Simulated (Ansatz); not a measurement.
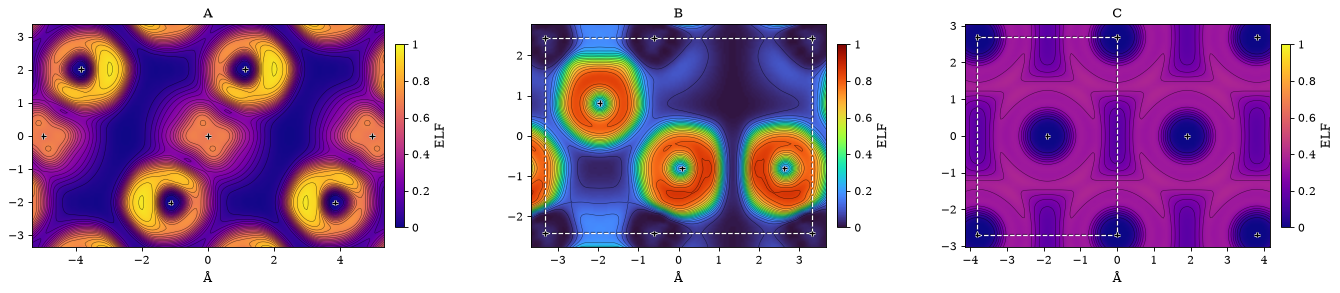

The electron localisation function of 3 systems, each on a plane through atoms (crosses mark nuclei in the plane).

The calculation used Ansatz, Kohn-Sham DFT of a periodic cell, PBE, Ansatz PAW.

System 1: Sn, the (101) plane of the conventional cell. Space group Im-3m; a structure from a database of computed crystals, not necessarily the ambient phase.

System 2: Al₂O₃, the (110) plane of the conventional cell. Space group P-6m2; a structure from a database of computed crystals, not necessarily the ambient phase; computed pressure about 20 GPa in this cell.

```
Al O
1.0
     2.80061    0.00000    0.00000
    -1.40031    2.42540    0.00000
     0.00000    0.00000    6.63833
Al O
2 3
Direct
  0.00000 0.00000 0.79562
  0.00000 0.00000 0.20438
  0.33333 0.66667 0.69211
  0.66667 0.33333 0.00000
  0.33333 0.66667 0.30789
```

System 3: PtS₂, the (110) plane of the conventional cell. Space group P-3m1; not relaxed (largest force 1.9 eV/Å); computed pressure about 20 GPa in this cell.

```
Pt S
1.0
     3.49531    0.00000    0.00000
    -1.74766    3.02703    0.00000
     0.00000    0.00000    4.97070
Pt S
1 2
Direct
  0.00000 0.00000 0.00000
  0.66667 0.33333 0.77300
  0.33333 0.66667 0.22700
```

Which map belongs to which system?

Panel A is system 3, PtS₂: the plane holds Pt and S. Pt–S (2.31 Å): the ELF peaks at about 0.90 in the valence shell of S, 0.8 Å from its nucleus, and is about 0.45 at the midpoint. Panel B is system 2, Al₂O₃: the plane holds Al and O. Al–O (1.76 Å): the ELF peaks at about 0.85 in the valence shell of O, 0.7 Å from its nucleus, and is about 0.80 at the midpoint. Panel C is system 1, Sn: the plane holds Sn. Sn–Sn (3.30 Å): the ELF is about 0.35 at the midpoint.
